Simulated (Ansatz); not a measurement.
Input

```
accuracy: low
crystal:
  lattice:
    - [6.308831, 0.0, 0.0]
    - [0.0, 6.308831, 0.0]
    - [0.0, 0.0, 6.308831]
  atoms:
    - { symbol: O, position: [0.8261873, 0.6625693, 0.9981247] }
    - { symbol: H, position: [0.6880974, 0.6786875, 1.0632508] }
    - { symbol: H, position: [0.7945888, 0.634252, 0.8505792] }
    - { symbol: O, position: [0.31471, 0.1032236, 0.7192496] }
    - { symbol: H, position: [0.3252182, 0.2222676, 0.6228747] }
    - { symbol: H, position: [0.311736, -0.0192841, 0.626767] }
    - { symbol: O, position: [0.7759452, 0.1089264, 0.0216464] }
    - { symbol: H, position: [0.8041541, 0.1160498, 0.1723896] }
    - { symbol: H, position: [0.874096, 0.002538, -0.0295196] }
    - { symbol: O, position: [0.8811277, 0.8623773, 0.4951438] }
    - { symbol: H, position: [0.9362961, 0.8700324, 0.6382097] }
    - { symbol: H, position: [0.8301435, 0.7181034, 0.4826677] }
    - { symbol: O, position: [0.375199, 0.5813251, 1.0322321] }
    - { symbol: H, position: [0.3904248, 0.7010842, 0.9373852] }
    - { symbol: H, position: [0.3741028, 0.4596794, 0.9385778] }
    - { symbol: O, position: [0.4121198, 0.3076472, 0.3220826] }
    - { symbol: H, position: [0.5214594, 0.3460942, 0.4227636] }
    - { symbol: H, position: [0.4746716, 0.1930779, 0.2412669] }
    - { symbol: O, position: [0.4947191, 0.809622, 0.4260754] }
    - { symbol: H, position: [0.4948, 0.9617427, 0.4467946] }
    - { symbol: H, position: [0.6116465, 0.7852125, 0.3296276] }
    - { symbol: O, position: [0.8558379, 0.1977962, 0.6612638] }
    - { symbol: H, position: [0.7918956, 0.328493, 0.7102508] }
    - { symbol: H, position: [1.0053148, 0.2161083, 0.6911188] }
    - { symbol: "N", position: [0.0190564, 0.3498788, 0.2903934] }
    - { symbol: H, position: [0.1118531, 0.4796681, 0.3131799] }
    - { symbol: H, position: [0.1151374, 0.2355276, 0.2298297] }
    - { symbol: H, position: [-0.0848559, 0.3884292, 0.1733813] }
basis:
  ecutwfc: 420.0
kpoints:
  mp_grid: { grid: [1, 1, 1] }
hamiltonian:
  xc: pbe
  dispersion: d3bj
scf:
  occupations: { method: fermi_dirac, width: 0.02 }
  lower_state_search: "off"
relax:
  f_tol: 0.3
  max_steps: 15
  adjacent_minimum: "off"
output:
  write_density: true
  write_potential: true
  elf: true
  volumetric_format: npy
```

Command:

```sh
ansatz run input.yaml --threads 1 --pin off --max-ram 3072MiB --backend cpu --events-out ev --progress --plain --runs-dir out
```

The fields are those of the relaxed geometry.

Computed with Ansatz 0.2.0, DFT PBE-D3(BJ), scalar-relativistic, plane waves, PAW.

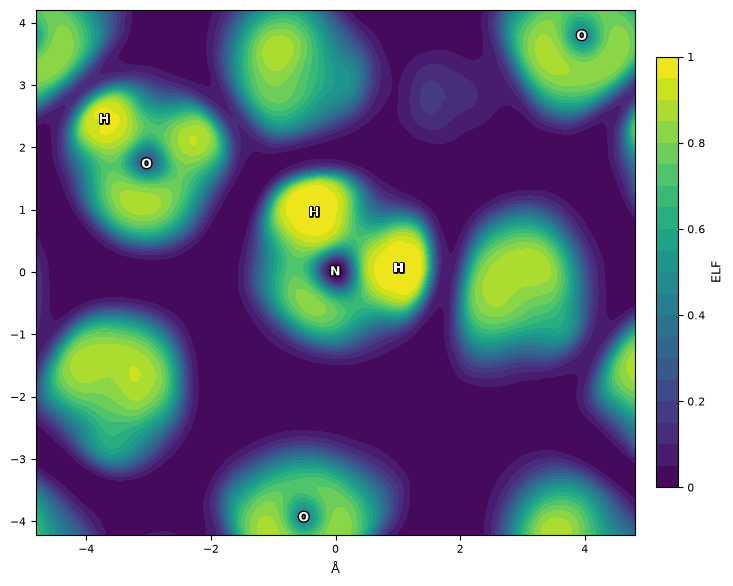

H₁₉NO₈ (amorphous cell). ELF on the (111) plane of the calculation cell.

Core electrons are frozen (PAW), and the valence fields are smoothed inside the atomic spheres.

Q: Describe what can be read from this map.

A: Atoms in the plane: O, H and N. Atoms just off the plane (H, 0.4 Å away and O, 0.4 Å away) can leave unmarked features too. O–H (0.99 Å): the ELF climbs to about 1 towards the hydrogen, as it does in any bond to H; a covalent bond by its length. N–H (1.02 Å): the ELF climbs to about 1 towards the hydrogen (an ordinary covalent bond to hydrogen). The ELF also peaks beside O, away from the bonds: lone-pair regions.

Q: Does the calculation give a band gap?

A: It is gapped, with a Kohn–Sham gap of 4.8 eV at the Γ point, the only k-point used.
